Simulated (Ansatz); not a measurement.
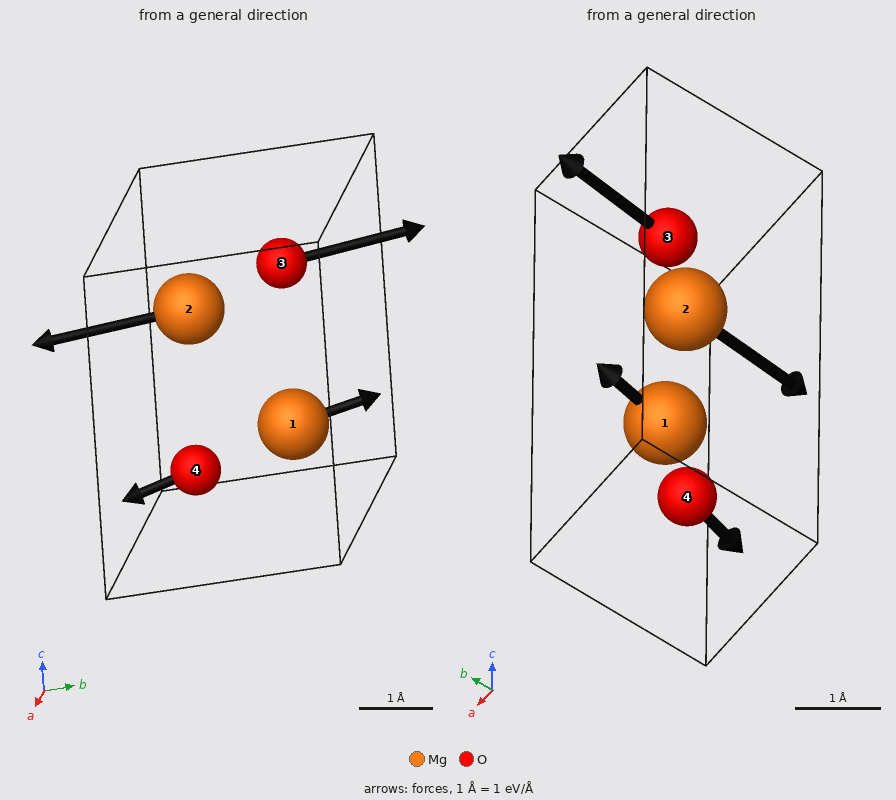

Spheres-only model, viewed from two general directions. The cell (the run's own, in a reduced setting) is outlined; an atom on or near a face, edge or corner is repeated at each equivalent position. The arrows are the computed forces on the atoms.

System: MgO. The calculation used DFT r2SCAN, scalar-relativistic, plane waves, PAW in Ansatz 0.2.0, with a plane-wave cutoff of 500 eV, k-points about 0.38 Å⁻¹ apart, Gaussian smearing of 0.05 eV, no spin polarisation.

> Would an optimiser stop at this geometry?

No. The atoms still feel forces of up to about 1.8 eV/Å, far above a usual threshold of 0.01 to 0.03 eV/Å.

> On average, how strongly is each element pushed?

Mean magnitudes: about Mg 1.3 eV/Å, O 1.3 eV/Å.

The initial geometry was a structure listed in the Materials Project. The cell was then strained or its atoms displaced on purpose. A calculation with Ansatz used it as input.
